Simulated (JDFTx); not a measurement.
```xyz
8
Lattice="6.4100 0.0000 0.0000 0.0000 0.0000 -6.4100 0.0000 6.4100 0.0000" Properties=species:S:1:pos:R:3 pbc="T T T"
Te    4.8075    1.6025   -4.8075
Te    1.6025    4.8075   -4.8075
Te    1.6025    1.6025   -1.6025
Te    4.8075    4.8075   -1.6025
Cd    3.2050    0.0000   -3.2050
Cd    0.0000    3.2050   -3.2050
Cd    0.0000    0.0000    0.0000
Cd    3.2050    3.2050    0.0000
```

Space group F-43m.

Method: JDFTx, Kohn-Sham DFT of a periodic cell, PBEsol, PseudoDojo-SR-PBEsol-0.4.1-standard.

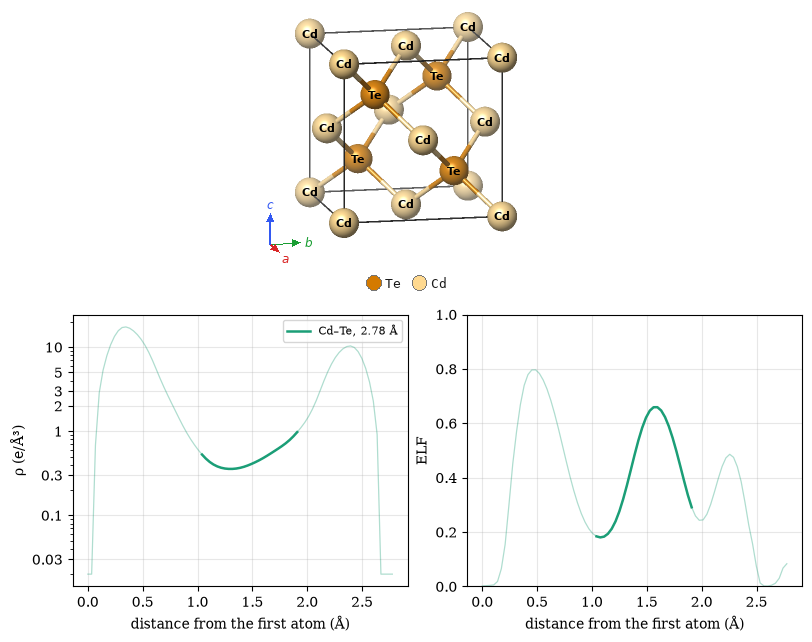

CdTe. Valence electron density and electron localisation function along straight lines between neighbouring atoms. Thin, pale parts lie inside the atomic spheres. The structure is drawn too.

The density is the valence pseudo-density of a pseudopotential calculation; it isn't the true density close to the nuclei.

> What can be read from the curves?

Cd–Te (2.78 Å): ρ at the midpoint is about 0.37 e/Å³; the ELF is about 0.50 at the midpoint.
